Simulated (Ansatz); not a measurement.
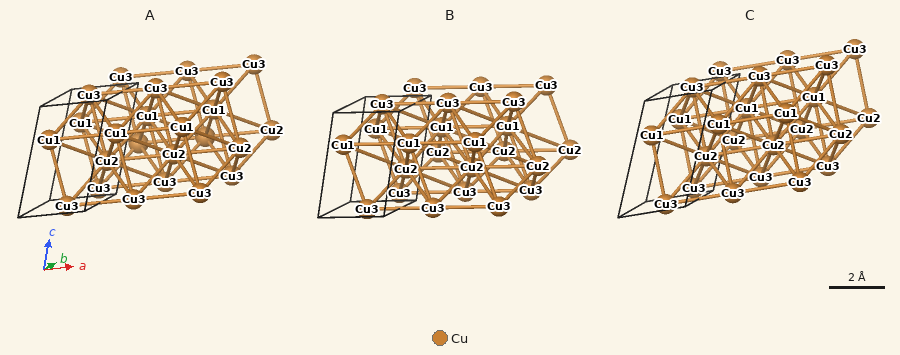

3 geometries from one relaxation of solid Cu (a generated structure, set up in P-1) (coarse preliminary run), in shuffled order. Style: ball-and-stick. Shown: the cell of the calculation, repeated 3 × 2 × 1 with one cell outlined, slightly off an axis.

These are results of DFT PBE, scalar-relativistic, plane waves, PAW (Ansatz), not measurements. Set-up: plane-wave cutoff 420 eV; k-point mesh 6 × 6 × 6; occupations gaussian; smearing width 0.1 eV; no spin polarisation; cell and atoms relaxed; force threshold 0.04 eV/Å; at most 70 steps.

### Put them in the order of the run, from the start to the converged end.

B, A, C. They are steps 0, 3, 15, at +57.4 meV per atom, +26.3 meV per atom relative to the last. The largest moves relative to the cell, 0.042 Å, are those of Cu1 and Cu2. Cu2 goes roughly along −a. The drawn cell changes as follows: a 2.509 → 2.619 Å (+4.4 %), b 3.935 → 3.555 Å (−9.7 %), c 4.043 → 4.449 Å (+10.1 %), α 62.8° → 66.5°, β 86.2° → 72.9°, γ 88.7° → 90.0°; the volume changes by +1.6 %. Some distances before and after: Cu1–Cu2 2.901 → 2.557 Å, Cu1–Cu3 2.836 → 2.556 Å, Cu1–Cu2 (another image) 2.813 → 2.557 Å, Cu1–Cu3 (another image) 2.715 → 2.557 Å. The space group (tolerance 0.01 Å) goes from P-1 (No. 2) to Immm (No. 71). The energy falls by 57.4 meV per atom in 10 accepted moves (15 points after the start). The largest force component goes from 0.095 to 0.00035 eV/Å. The pressure goes from 2.80 to −0.03 GPa. The line search rejected the trial steps at points 5, 11, 13 of the run. The SCF was repeated twice at an unchanged geometry on a basis and grid sized afresh for the cell, which shifted the energy by 5.7 meV per atom at most.

Limits of the set-up: the k-point mesh is coarse for a cell with partly filled bands.
